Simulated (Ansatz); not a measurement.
# Does disorder add resistance in series? Au(111) layers with 12.5 % Ta

Two lengths of the disordered region are known. What area resistance does the third give?

**Method.** Ansatz 0.2.0, plane waves with PAW datasets at their recommended cutoffs (420 eV for most), Fermi-Dirac smearing; ballistic transmission by layer matching. The area resistance is RA = A (h/2e²)(1/T − 1/N), with T the zone-mean transmission per spin and N the lead's channels, both averaged over a few energies near the Fermi level; for magnets each spin is taken apart, with h/e², and the two conduct in parallel. Lateral cell 2x2, PBE, a fresh random draw for each length.

The runs, with one result withheld:

| length (Å) | channels N | RA (fΩ m²) |
| --- | --- | --- |
| 9.42 | 3.210 | 1.16 |
| 18.8 | 3.210 | 3.87 |
| 28.3 | 3.210 | ? |

Worked fit:

Ohm's law makes RA linear in the length: the slope is (3.87 − 1.16)/(18.8 − 9.42) = 0.287 fΩ m² per Å, or 287 µΩ cm. Then 3.87 + 0.287 × 9.42. Predicted: 6.57 fΩ m².

What the run gave:

4.38 fΩ m², so the prediction is 50 % too high. The three lengths together give 171 µΩ cm. Single draws scatter; these runs don't part the causes of the miss, and leave the question open.

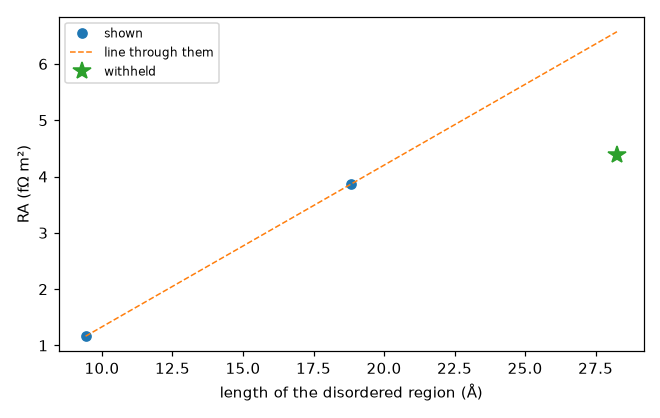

Area resistance against length.

Caveats: The scatterers repeat sideways with the small cell. The slope is a raw one; a model of isotropic scattering puts it 1.00 times the bulk value over these lengths. Atoms sit unrelaxed on the host's lattice, and the pair may not mix at random in practice. Spin-orbit coupling is left out, which matters for Au and Ta.
